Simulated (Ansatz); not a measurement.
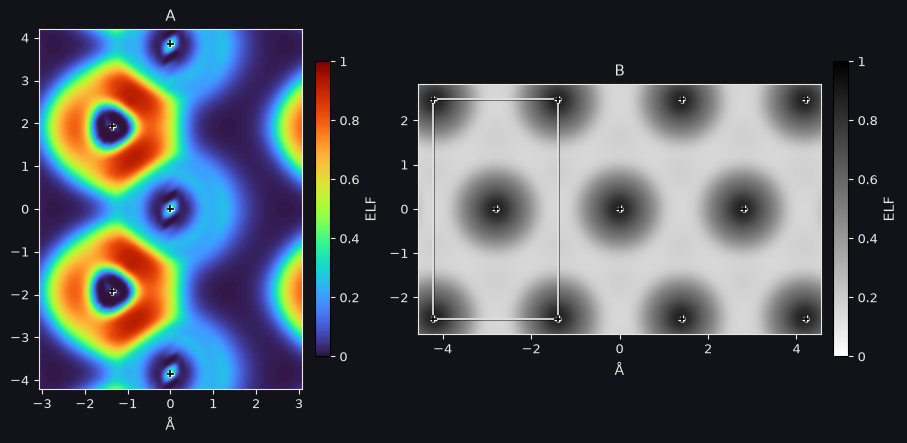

The ELF of 2 systems, each on a plane through atoms (crosses mark nuclei in the plane).

Theory: DFT r2SCAN, scalar-relativistic, plane waves, PAW (Ansatz).

System 1: Ag, the (101) plane of the conventional cell. Space group I4/mmm; changed on purpose from its base cell (strain -0.030 along x and y, +0.000 along z, atoms carried along); computed pressure about 10 GPa in this cell; computed without spin polarisation.

```
CELL_PARAMETERS angstrom
1.98181 -1.98181 0.00000
1.98181 1.98181 0.00000
0.00000 0.00000 4.08620
ATOMIC_POSITIONS crystal
Ag 0.00000 0.00000 0.00000
Ag 0.50000 0.50000 0.50000
```

System 2: GaP, the (110) plane of the conventional cell. Space group F-43m.

```xyz
8
Lattice="5.4505 0.0000 0.0000 0.0000 0.0000 -5.4505 0.0000 5.4505 0.0000" Properties=species:S:1:pos:R:3 pbc="T T T"
Ga    2.7252    0.0000   -2.7252
Ga    0.0000    2.7252   -2.7252
Ga    0.0000    0.0000    0.0000
Ga    2.7252    2.7252    0.0000
P     4.0879    1.3626   -4.0879
P     1.3626    4.0879   -4.0879
P     1.3626    1.3626   -1.3626
P     4.0879    4.0879   -1.3626
```

Which map belongs to which system?

Answer. Panel A is system 2, GaP: the plane holds Ga and P. Ga–P (2.36 Å): the ELF peaks at about 0.90 in the valence shell of P, 0.8 Å from its nucleus, and is about 0.80 at the midpoint. Panel B is system 1, Ag: the plane holds Ag. Ag–Ag (2.80 Å): the ELF is about 0.15 at the midpoint: no shared electron pair shows on this line.
